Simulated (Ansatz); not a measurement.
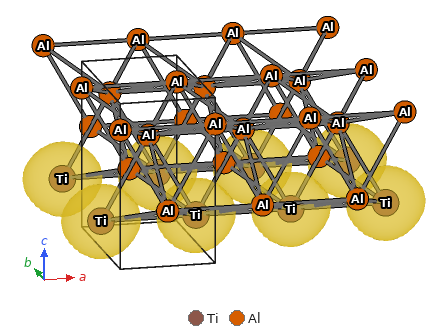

Figure 1: TiAl3. Isosurface of the valence charge density (pseudo) at 0.3 e/Å³ (yellow), seen slightly off an axis. Sticks mark near contacts.

Space group Pmm2; a structure from a database of computed crystals, not necessarily the ambient phase; computed without spin polarisation.

All numbers below come from DFT PBEsol, scalar-relativistic, plane waves, PAW (Ansatz 0.2.0).

```
Ti Al
1.0
     2.78139    0.00000    0.00000
     0.00000    4.67107    0.00000
     0.00000    0.00000    4.89340
Ti Al
1 3
Cartesian
  0.0000 2.3355 0.7985
  1.3907 2.3355 3.2495
  1.3907 0.0000 1.6300
  0.0000 0.0000 4.1088
```

Question: How is the density connected at this value?

Answer: At this value the density breaks into separate islands; it holds about 45 % of the electrons treated as valence (semicore included). It bridges none of the near contacts. It is pinched off along the sampled Al–Al (2.78 Å), Ti–Ti (2.78 Å), Ti–Al (2.81 Å) and Al–Al (2.84 Å) contacts. On the grid the lowest density along these lines, outside the cores, is 0.23 e/Å³ (Al–Al, 2.78 Å), 0.25 e/Å³ (Ti–Ti, 2.78 Å), 0.21 e/Å³ (Ti–Al, 2.81 Å) and 0.21 e/Å³ (Al–Al, 2.84 Å).
